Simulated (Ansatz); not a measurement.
**SnO2: geometry relaxation (part 1 of 2)**

- system: SnO2 (24 atoms in the cell)
- method: DFT PBE, scalar-relativistic, plane waves, PAW, no spin polarisation (Ansatz 0.2.0)

The structure derives from a Materials Project entry. It belongs to a series of runs on one base structure; here: the perfect supercell shaken and relaxed.

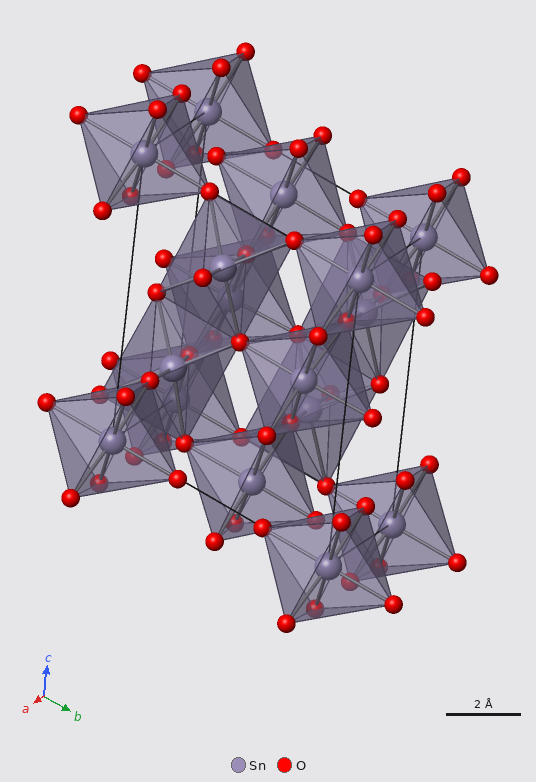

Fig. 1: The starting structure (polyhedral view of the cell of the calculation, seen slightly off an axis; polyhedra are completed across the faces of the cell).

The input
```yaml
crystal:
  lattice:
    - [-4.8271903401, 4.8271903401, 0.0]
    - [-4.8271903401, -4.8271903401, 0.0]
    - [4.8271903401, 0.0, 6.4763045079]
  atoms:
    - { symbol: Sn, position: [0.6281545002, 0.1352530226, 0.254125912] }
    - { symbol: Sn, position: [0.8716383513, 0.3667192018, 0.7394967474] }
    - { symbol: Sn, position: [0.1166266821, 0.6140664506, 0.244464262] }
    - { symbol: Sn, position: [0.370540499, 0.8741904848, 0.7330098477] }
    - { symbol: Sn, position: [0.0024269082, 1.0029902833, -0.0022557084] }
    - { symbol: Sn, position: [0.2456931393, 0.2537508061, 0.4933080743] }
    - { symbol: Sn, position: [0.5049276497, 0.5017983882, 0.0008710818] }
    - { symbol: Sn, position: [0.7518900226, 0.7419889383, 0.496008298] }
    - { symbol: O, position: [0.9360841028, 0.1202145964, 0.2482623276] }
    - { symbol: O, position: [0.1858587097, 0.3647826433, 0.7499457548] }
    - { symbol: O, position: [0.4182829266, 0.6203895863, 0.2451974928] }
    - { symbol: O, position: [0.6803366031, 0.883028191, 0.7508441141] }
    - { symbol: O, position: [0.3261210249, 0.1224889359, 0.2506653937] }
    - { symbol: O, position: [0.5725978455, 0.3854739603, 0.7516381259] }
    - { symbol: O, position: [0.8290194716, 0.6277609876, 0.263198247] }
    - { symbol: O, position: [0.0757807781, 0.8672295114, 0.7500296184] }
    - { symbol: O, position: [0.505770201, 0.1908492905, -0.0010749924] }
    - { symbol: O, position: [0.7467764885, 0.4448286769, 0.4968621641] }
    - { symbol: O, position: [-0.0046311692, 0.6967530099, -0.0032007081] }
    - { symbol: O, position: [0.2478264691, 0.9454292025, 0.4968995322] }
    - { symbol: O, position: [0.499661317, 0.797616726, -0.0045211292] }
    - { symbol: O, position: [0.7485133123, 0.059063735, 0.5018215337] }
    - { symbol: O, position: [0.008309413, 0.3070676281, -0.0012480153] }
    - { symbol: O, position: [0.2544998948, 0.5663526942, 0.5055768312] }
basis:
  ecutwfc: 420
  xc_grid: 2
kpoints:
  mp_grid: { grid: [3, 3, 3], shift: [0.0, 0.0, 0.0] }
hamiltonian:
  xc: pbe
scf:
  occupations: { method: gaussian, width: 0.02 }
output:
  forces: true
  stress: false
  eigenvalues: true
relax:
  adjacent_minimum: "off"
  f_tol: 0.03
  max_steps: 25
```

Launch command:
```bash
ansatz run input.yaml --threads 8 --pin off --max-ram 16384MiB --backend cpu --events-out ev --progress --plain --runs-dir out
```

What the program printed
```
Engine: ansatz 0.2.0, aarch64-unknown-linux-gnu
Pseudopotentials: kind: paw
Pseudopotential: Sn, paw, valence charge 14, recommended cutoff 420 eV (normal), Sn.paw.azcp
Pseudopotential: O, paw, valence charge 6, recommended cutoff 420 eV (normal), O.paw.azcp
Functional definition: PBE
  parameter kappa = 0.804
  parameter beta = 0.06672455060314922
  exchange = pbe_x(kappa = kappa, mu = beta*pi^2/3)
  correlation = pbe_c(beta = beta)
Crystal: 24 atoms, lattice volume = 301.819 Å³
Basis set: ecut = 420 eV, 5921 PW (Γ), exchange–correlation on 96×96×108 points (8 copies of the dense FFT grid, shifted against one another)
Bands: 128, of which v1, the nominal top of the filled ones, is band 104 counted from 1 (103 counted from 0)
Symmetry: 1 space group operations
Space group: P1 (ITA 1), of the structure as read, at distance tolerance 6.7e-5 Å
k-points: 14 of 27 (time reversal used)
Non-local potential: Sn, projectors of the file, l = 0: 2, l = 1: 2, l = 2: 2, l = 3: 2
Non-local potential: O, projectors of the file, l = 0: 2, l = 1: 2, l = 2: 1
PAW form: soft (Blöchl's): semilocal exchange-correlation on the pseudo side does not see the compensation charge
PAW one-centre angular grid: Sn, 590 points (default); XC on 64 Gauss nodes
PAW one-centre angular grid: O, 110 points (default); XC on 64 Gauss nodes
Initial density: superposition of atomic densities (neutral atoms: chi_scale 0, normalization atom), corrected by the library's trained network
Initial wavefunctions: pseudopotential atomic-orbital guess
Functional: x = pbe(κ = 0.804, μ = 0.2195149727645171), c = pbe(β = 0.06672455060314922)
SCF iter   1: F=—  HF=-57271.089733 eV  |F-HF|=—  |Δ(HF+E_count)|=         —  Δρ=1.49e-3  dr2=3.39e-3  ethr=1.77e-3  ⟨swp⟩=5.9  Hψ=7067  notcnv=0  defer=41
preconditioner: auto → Resta (q_TF=auto, 2.564 Å⁻¹)  ε∞=3.6  [insulator: Δε(μ)=0.562 eV  Ē_g=19.226 eV  σ=0.020 eV  W_gap=1.00  n_scr=84 (ndim 8)  ℏωp=30.8 eV  f_vac=0.036  D(μ)=0.00/eV (n_scr^D=0)  ε∞_Penn≈3.6]
SCF iter   2: F=—  HF=-57271.093932 eV  |F-HF|=—  |Δ(HF+E_count)|=   4.20e-3  Δρ=7.32e-4  dr2=7.33e-4  ethr=1.63e-6  ⟨swp⟩=2.7  Hψ=3711  notcnv=0  defer=221
SCF iter   3: F=—  HF=-57271.094788 eV  |F-HF|=—  |Δ(HF+E_count)|=   8.57e-4  Δρ=3.52e-4  dr2=2.09e-4  ethr=3.52e-7  ⟨swp⟩=2.0  Hψ=2214  notcnv=0  defer=221
SCF iter   4: F=—  HF=-57271.095107 eV  |F-HF|=—  |Δ(HF+E_count)|=   3.18e-4  Δρ=8.20e-5  dr2=1.97e-5  ethr=1.01e-7  ⟨swp⟩=2.0  Hψ=2422  notcnv=0  defer=221
iter 5 did not close the SCF: its close was put off for the readings that it lacked (scf_convergence_deferred on its scf_iter line)
SCF iter   5: F=-57271.095105 eV  HF=-57271.095111 eV  |F-HF|=6.61e-6  |Δ(HF+E_count)|=   4.51e-6  Δρ=6.39e-5  dr2=1.03e-5  ethr=9.46e-9  ⟨swp⟩=2.4  Hψ=2704  notcnv=0  defer=221
SCF iter   6: F=-57271.095111 eV  HF=-57271.095111 eV  |F-HF|=5.70e-7  |Δ(HF+E_count)|=   6.64e-7  Δρ=1.39e-5  dr2=3.30e-7  ethr=4.95e-9  ⟨swp⟩=10.7  Hψ=8572  notcnv=0
SCF 1 converged in 6 iterations: F = -57271.095111 eV  dr2 = 3.30e-7
  greatest PAW one-centre occupation: 0.996 electrons in one spin orbital (limit 2), on the Sn atom at site 3 (counted from 0), in its partial waves of l = 2
relax step   1: F+E_penalty+E_count = -57271.09511118 eV  Δ(F+E_penalty+E_count) = +0.000e0 eV  max|allowed force component| = 2.970e0 eV/Å  Δτ_max = 0.0000 Å  (6 SCF iters, dr2 threshold 2.25e-5 eV, accepted)
Initial density: handed on by an earlier stage of this run
Initial wavefunctions: those handed on with the density
iter 1 solved again at ethr=1.50e-4 eV; its pass at ethr=3.10e-3 eV (dr2=3.11e-1 eV) is discarded
SCF iter   1: F=—  HF=-57271.856586 eV  |F-HF|=—  |Δ(HF+E_count)|=         —  Δρ=1.54e-2  dr2=3.12e-1  ethr=1.50e-4  ⟨swp⟩=1.8  Hψ=6087  notcnv=0  defer=237
preconditioner: auto → Resta (q_TF=auto, 2.564 Å⁻¹)  ε∞=3.6  [insulator: Δε(μ)=0.671 eV  Ē_g=19.262 eV  σ=0.020 eV  W_gap=1.00  n_scr=84 (ndim 8)  ℏωp=30.8 eV  f_vac=0.036  D(μ)=0.00/eV (n_scr^D=0)  ε∞_Penn≈3.6]
SCF iter   2: F=—  HF=-57271.760772 eV  |F-HF|=—  |Δ(HF+E_count)|=   9.58e-2  Δρ=7.03e-3  dr2=7.17e-2  ethr=1.50e-4  ⟨swp⟩=2.0  Hψ=3091  notcnv=0  defer=237
SCF iter   3: F=—  HF=-57271.743572 eV  |F-HF|=—  |Δ(HF+E_count)|=   1.72e-2  Δρ=2.28e-3  dr2=1.25e-2  ethr=3.45e-5  ⟨swp⟩=2.0  Hψ=3097  notcnv=0  defer=237
SCF iter   4: F=—  HF=-57271.741967 eV  |F-HF|=—  |Δ(HF+E_count)|=   1.60e-3  Δρ=9.41e-4  dr2=3.03e-3  ethr=6.00e-6  ⟨swp⟩=2.0  Hψ=2514  notcnv=0  defer=237
SCF iter   5: F=—  HF=-57271.741554 eV  |F-HF|=—  |Δ(HF+E_count)|=   4.13e-4  Δρ=2.35e-4  dr2=2.44e-4  ethr=1.46e-6  ⟨swp⟩=2.0  Hψ=2087  notcnv=0  defer=237
SCF iter   6: F=—  HF=-57271.741602 eV  |F-HF|=—  |Δ(HF+E_count)|=   4.75e-5  Δρ=1.63e-4  dr2=7.13e-5  ethr=4.81e-8  ⟨swp⟩=12.7  Hψ=9651  notcnv=0
SCF iter   7: F=-57271.741600 eV  HF=-57271.741597 eV  |F-HF|=3.10e-6  |Δ(HF+E_count)|=   5.17e-6  Δρ=4.13e-5  dr2=5.27e-6  ethr=3.43e-8  ⟨swp⟩=6.2  Hψ=6071  notcnv=0
SCF 2 converged in 7 iterations: F = -57271.741600 eV  dr2 = 5.27e-6
  greatest PAW one-centre occupation: 0.996 electrons in one spin orbital (limit 2), on the Sn atom at site 5 (counted from 0), in its partial waves of l = 2
relax step   2: F+E_penalty+E_count = -57271.74159968 eV  Δ(F+E_penalty+E_count) = -6.465e-1 eV  max|allowed force component| = 7.544e-1 eV/Å  Δτ_max = 0.0992 Å  (7 SCF iters, dr2 threshold 1.00e-4 eV, accepted)
SCF iter   1: F=—  HF=-57271.906617 eV  |F-HF|=—  |Δ(HF+E_count)|=         —  Δρ=7.90e-3  dr2=8.92e-2  ethr=3.95e-4  ⟨swp⟩=4.5  Hψ=4224  notcnv=0  defer=237
preconditioner: auto → Resta (q_TF=auto, 2.564 Å⁻¹)  ε∞=3.6  [insulator: Δε(μ)=0.681 eV  Ē_g=19.266 eV  σ=0.020 eV  W_gap=1.00  n_scr=84 (ndim 8)  ℏωp=30.8 eV  f_vac=0.036  D(μ)=0.00/eV (n_scr^D=0)  ε∞_Penn≈3.6]
SCF iter   2: F=—  HF=-57271.876542 eV  |F-HF|=—  |Δ(HF+E_count)|=   3.01e-2  Δρ=3.47e-3  dr2=1.54e-2  ethr=4.29e-5  ⟨swp⟩=2.4  Hψ=3639  notcnv=0  defer=237
SCF iter   3: F=—  HF=-57271.873582 eV  |F-HF|=—  |Δ(HF+E_count)|=   2.96e-3  Δρ=1.01e-3  dr2=2.32e-3  ethr=7.41e-6  ⟨swp⟩=2.0  Hψ=3110  notcnv=0  defer=237
SCF iter   4: F=—  HF=-57271.873502 eV  |F-HF|=—  |Δ(HF+E_count)|=   7.91e-5  Δρ=4.58e-4  dr2=5.70e-4  ethr=1.12e-6  ⟨swp⟩=2.0  Hψ=2487  notcnv=0  defer=237
SCF iter   5: F=—  HF=-57271.873467 eV  |F-HF|=—  |Δ(HF+E_count)|=   3.57e-5  Δρ=1.42e-4  dr2=6.74e-5  ethr=2.74e-7  ⟨swp⟩=2.0  Hψ=2032  notcnv=0  defer=237
SCF iter   6: F=-57271.873463 eV  HF=-57271.873472 eV  |F-HF|=8.73e-6  |Δ(HF+E_count)|=   5.06e-6  Δρ=7.01e-5  dr2=1.35e-5  ethr=1.71e-8  ⟨swp⟩=14.0  Hψ=8405  notcnv=0
SCF 3 converged in 6 iterations: F = -57271.873463 eV  dr2 = 1.35e-5
relax step   3: F+E_penalty+E_count = -57271.87346308 eV  Δ(F+E_penalty+E_count) = -1.319e-1 eV  max|allowed force component| = 1.038e-2 eV/Å  Δτ_max = 0.0590 Å  (6 SCF iters, dr2 threshold 3.56e-5 eV, accepted)
iter 1 solved again at ethr=6.49e-9 eV; its pass at ethr=3.10e-3 eV (dr2=1.35e-5 eV) is discarded
SCF iter   1: F=—  HF=-57271.873426 eV  |F-HF|=—  |Δ(HF+E_count)|=         —  Δρ=7.01e-5  dr2=1.35e-5  ethr=6.49e-9  ⟨swp⟩=1.0  Hψ=4256  notcnv=0
preconditioner: auto → Resta (q_TF=auto, 2.564 Å⁻¹)  ε∞=3.6  [insulator: Δε(μ)=0.680 eV  Ē_g=19.257 eV  σ=0.020 eV  W_gap=1.00  n_scr=84 (ndim 8)  ℏωp=30.8 eV  f_vac=0.036  D(μ)=0.00/eV (n_scr^D=0)  ε∞_Penn≈3.6]
SCF iter   2: F=—  HF=-57271.873471 eV  |F-HF|=—  |Δ(HF+E_count)|=   4.43e-5  Δρ=3.00e-5  dr2=2.65e-6  ethr=6.48e-9  ⟨swp⟩=2.2  Hψ=2397  notcnv=0
SCF iter   3: F=—  HF=-57271.873471 eV  |F-HF|=—  |Δ(HF+E_count)|=   4.90e-8  Δρ=1.36e-5  dr2=7.32e-7  ethr=1.28e-9  ⟨swp⟩=2.0  Hψ=2101  notcnv=0
SCF iter   4: F=-57271.873471 eV  HF=-57271.873471 eV  |F-HF|=4.40e-8  |Δ(HF+E_count)|=   5.69e-7  Δρ=5.31e-6  dr2=7.88e-8  ethr=4.81e-11  ⟨swp⟩=4.6  Hψ=7110  notcnv=0
SCF 4 converged in 4 iterations: F = -57271.873471 eV  dr2 = 7.88e-8
relax step   4: F+E_penalty+E_count = -57271.87347124 eV  Δ(F+E_penalty+E_count) = -8.166e-6 eV  max|allowed force component| = 1.080e-2 eV/Å  Δτ_max = 0.0000 Å  (4 SCF iters, accepted)
```

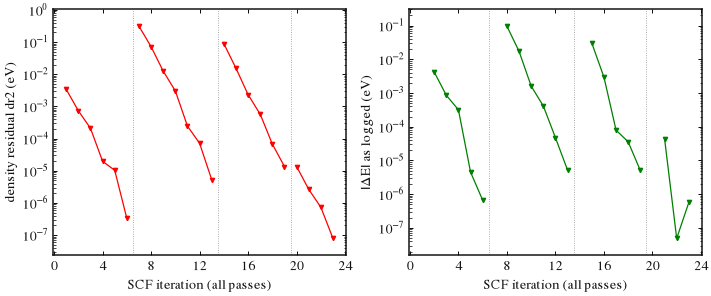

Fig. 2: Convergence of the self-consistent field: density residual dr2 and size of the energy change against the SCF iteration. The dotted lines part the SCF passes of the relaxation: geometry steps, rejected trials and re-solves on a re-selected basis. The passes take 6, 7, 6 and 4 iterations.

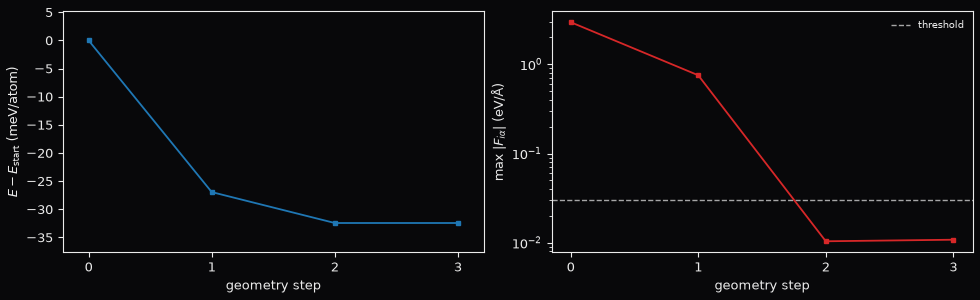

Fig. 3: Progress of the relaxation, step by step (the first geometry is step 0 here and step 1 in the log).

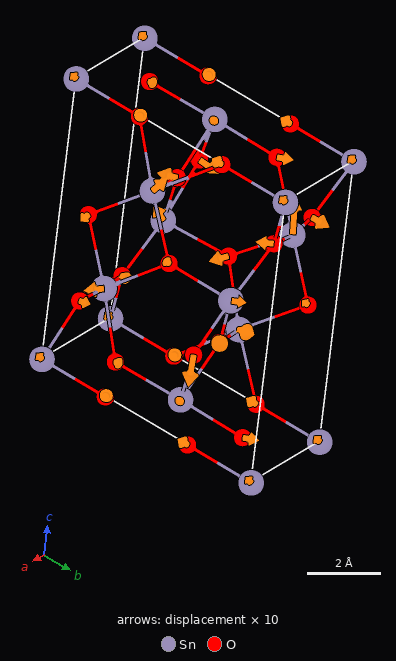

Fig. 4: The starting structure with the displacements as orange arrows, magnified 10 times (ball-and-stick view of the cell of the calculation, seen slightly off an axis). Sn4 moves most: 0.11 Å. Largest moves by element: Sn 0.11 Å, O 0.10 Å. The cell doesn't change. Among the contacts that change: Sn4–O21 2.214 → 2.089 Å, Sn4–O24 1.981 → 2.090 Å, Sn1–O21 2.197 → 2.090 Å, Sn4–O20 2.002 → 2.089 Å. Among the angles that change: O12–Sn4–O16 173.1° → 179.9°, O15–Sn3–O23 96.0° → 90.0°, O17–Sn4–O24 174.1° → 180.0°. The space group (tolerance 0.01 Å) goes from P1 (No. 1) to P4_2/mnm (No. 136). Over 3 geometry steps the energy falls by 32.4 meV per atom. The largest force component goes from 3 to 0.011 eV/Å. (Atoms are counted from 1 in the order of the input.)

```
SCF converged after 4 iterations
Free energy (F): -57271.873471 eV
Harris-Foulkes:  -57271.873471 eV  (|F-HF|=4.40e-8)
Internal energy: -57271.873471 eV  (E = F + TS)
E sigma→0 (E₀):  -57271.873471 eV
Fermi energy:    9.084240 eV
--- Per-component energies (eV) ---
  E_band       = -618.588166
  E_kinetic    = 4311.990963
  E_local      = -11853.110497  (includes V_loc(G=0)·N_el)
  E_nonlocal   = 535.377206
  E_hartree    = 6095.414152
  E_xc         = -4212.929121
  E_vxc        = -2246.584612  (∫ρ·V_xc dr)
  E_paw        = -35713.491986  (= ΣΔE_a)
  E_vpaw       = -3557.127561  (= ΣTr[D̂ρ^β])
  E_aug_tail   = 0.039455  (compensation charges beyond the density's cutoff)
  E_ewald      = -16435.163644
  E_smearing   = -0.000000  (= −TS)
  E_closure    = 0.000000  (closes the sum)
  Σ components = -57271.873471   (vs F -57271.873471, Δ=0.00e0)
--- Forces (eV/Å), atoms counted from 1 ---
  atom   1  Sn    -0.00128499     0.01080260    -0.00409047
  atom   2  Sn    -0.00788272     0.00073353     0.00210264
  atom   3  Sn    -0.00130156    -0.00632223    -0.00860188
  atom   4  Sn     0.00353666     0.00449998    -0.00777686
  atom   5  Sn    -0.00890648    -0.00786691    -0.00276252
  atom   6  Sn     0.00227986     0.00643896    -0.00600234
  atom   7  Sn     0.00004237     0.00748777     0.00064303
  atom   8  Sn     0.00396401    -0.00751238    -0.00443968
  atom   9  O      0.00142377     0.00441430    -0.00092479
  atom  10  O     -0.00037949    -0.00272856     0.00392440
  atom  11  O     -0.00240678    -0.00028114     0.00260741
  atom  12  O     -0.00021171     0.00137217     0.00356589
  atom  13  O      0.00404204    -0.00252594    -0.00147473
  atom  14  O      0.00356759    -0.00580426     0.00302760
  atom  15  O     -0.00253056    -0.00413195     0.00102934
  atom  16  O      0.00230119    -0.00164236     0.00101793
  atom  17  O      0.00530145     0.00298197     0.00352230
  atom  18  O      0.00027927    -0.00095121     0.00092991
  atom  19  O      0.00428892     0.00620772     0.00091651
  atom  20  O     -0.00149418     0.00033235     0.00192795
  atom  21  O     -0.00228334    -0.00294554     0.00221224
  atom  22  O      0.00297452     0.00188386     0.00388387
  atom  23  O     -0.00201447    -0.00033894    -0.00124474
  atom  24  O     -0.00330217    -0.00412061     0.00593415
  max |Σ_I F_I| component: 7.29e-5 eV/Å
--- Band table (eV; the first three rows and the last of 14) ---
  k-point 0: bands = ["-12.2965", "-12.0797", "-12.0797", "-11.8474", "-11.8473", "-11.8471", "-11.8468", "-11.7925", "-11.7925", "-11.7922", "-11.7922", "-11.6541", "-11.6540", "-11.6386", "-11.4387", "-11.4127", "-11.4126", "-11.3401", "-11.3386", "-11.3386", "-11.3383", "-11.3383", "-11.3137", "-11.3045", "-11.3044", "-11.2662", "-11.2661", "-11.2659", "-11.2658", "-11.2635", "-11.2634", "-11.2633", "-11.2633", "-11.2631", "-11.2630", "-11.2447", "-11.2210", "-11.2210", "-11.2126", "-11.2126", "-9.9079", "-8.3447", "-8.3445", "-8.2528", "-8.2525", "-8.2521", "-8.2516", "-8.1969", "-8.1963", "-7.6179", "-7.6178", "-7.6172", "-7.6170", "-6.9133", "-6.9133", "-6.6791", "0.7847", "1.7092", "1.7094", "2.0226", "2.0233", "2.0241", "2.0242", "4.6798", "4.6798", "4.8500", "4.8526", "4.9736", "5.0472", "5.0472", "5.0791", "5.0793", "5.0796", "5.0797", "5.6202", "5.6203", "5.6210", "5.6212", "5.8425", "6.1277", "6.1284", "6.1286", "6.1289", "6.1771", "6.1771", "6.7649", "6.7771", "7.2220", "7.2220", "7.4939", "7.4944", "7.5646", "7.5647", "7.8992", "7.8993", "7.8997", "7.8999", "7.9288", "7.9292", "7.9293", "7.9296", "8.0077", "8.0081", "8.7440", "9.4245", "13.3281", "13.3282", "13.3293", "13.3297", "14.3430", "14.3430", "14.4491", "14.8225", "14.8230", "17.1656", "17.1662", "17.1665", "17.1675", "18.1170", "18.1171", "18.8847", "18.8884", "18.8884", "18.8890", "18.8896", "18.9696", "19.0635", "19.0635"]
```
